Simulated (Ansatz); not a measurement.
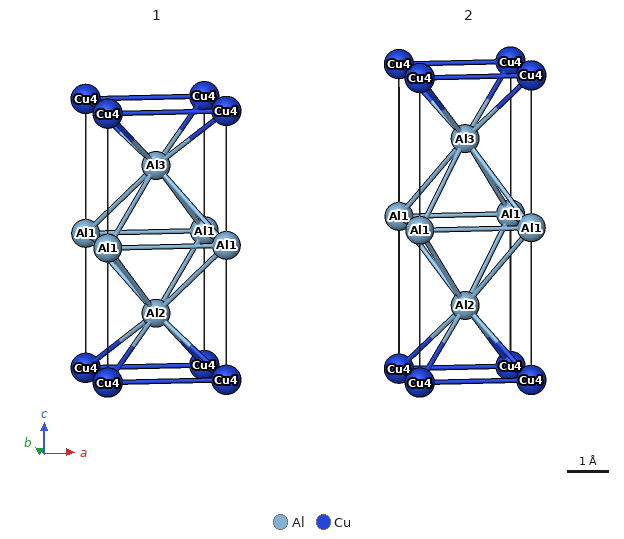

Two geometries of crystalline Al₃Cu (set up in P4/mmm), drawn at one scale. One is the start of a relaxation, the other its converged end. A ball-and-stick model of the cell of the calculation, seen slightly off an axis.

The calculation used Ansatz, DFT r2SCAN, scalar-relativistic, plane waves, PAW. Set-up: plane-wave cutoff 500 eV; k-point mesh 4 × 4 × 2; occupations gaussian; smearing width 0.1 eV; no spin polarisation; cell and atoms relaxed; force threshold 0.01 eV/Å; at most 60 steps.

Question: Which one is relaxed?

Answer: Structure 1 is the relaxed one. Case: relaxed kmesh: [4, 4, 2] Gamma-centred. After 8 accepted moves (10 points after the start) the energy has fallen by 0.215 eV per cell of the calculation. Largest force component: 0.41 eV/Å at the start, 0.0055 eV/Å at the end. The pressure goes from 0.56 to 0.02 GPa. The line search rejected the trial step at point 5 of the run. At 1 point the geometry stayed and the basis and grid were re-selected for the new cell (energy shift of 0.4 meV per cell of the calculation at most each time). The largest moves relative to the cell, 0.005 Å, are those of Al2 and Al3. Al3 goes along +c. Cu stays in place. The drawn cell changes as follows: a = b 2.778 → 2.953 Å (+6.3 %), c 7.513 → 6.633 Å (−11.7 %); the volume changes by −0.3 %. Near-neighbour distances that change, for instance: Al2–Al3 3.398 → 2.989 Å, Al1–Al1 2.778 → 2.953 Å, Cu4–Cu4 2.778 → 2.953 Å, Al1–Al2 2.845 → 2.771 Å. The space group stays P4/mmm (No. 123). The run took 93 s on 1 thread of Intel(R) Xeon(R) Processor @ 2.50GHz (Skylake/Cascade Lake), on a shared host, peak memory 0.5 GiB.

Limits of the set-up: the k-point mesh is coarse for a cell with partly filled bands.
